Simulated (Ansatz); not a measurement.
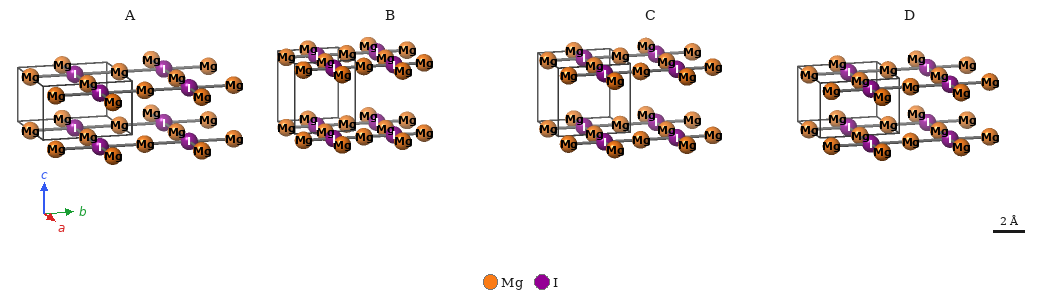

4 geometries from one relaxation of crystalline Mg2I (a generated structure, set up in P4/mmm) (coarse preliminary run), in shuffled order. A ball-and-stick model of the cell of the calculation, repeated 2 × 2 × 1 with one cell outlined, seen slightly off an axis.

The calculation used DFT PBE, scalar-relativistic, plane waves, PAW in Ansatz. Settings: plane-wave cutoff 420 eV; k-point mesh 4 × 4 × 4; occupations gaussian; smearing width 0.1 eV; no spin polarisation; cell and atoms relaxed; force threshold 0.04 eV/Å; at most 70 steps.

Put them in the order of the run, from the start to the converged end.

Answer. B, C, D, A. They are steps 0, 4, 8, 15, at +3753 meV per atom, +812 meV per atom, +329 meV per atom relative to the last. The energy falls by 3753 meV per atom in 13 accepted moves (15 points after the start). All forces vanish by symmetry, so only the cell relaxes. The pressure goes from 53.15 to 0.07 GPa. At 2 points the geometry stayed and the basis and grid were re-selected for the new cell (energy shift of 151 meV per atom at most each time). The atoms keep their places relative to the cell (all moves are under 0.005 Å). The volume changes by +66.0 %, with a = b 4.178 → 6.160 Å (+47.4 %), c 4.786 → 3.655 Å (−23.6 %). Some distances before and after: I–Mg 2.089 → 3.080 Å. The space group stays P4/mmm (No. 123).

Limits of the set-up: the k-point mesh is coarse for a cell with partly filled bands.
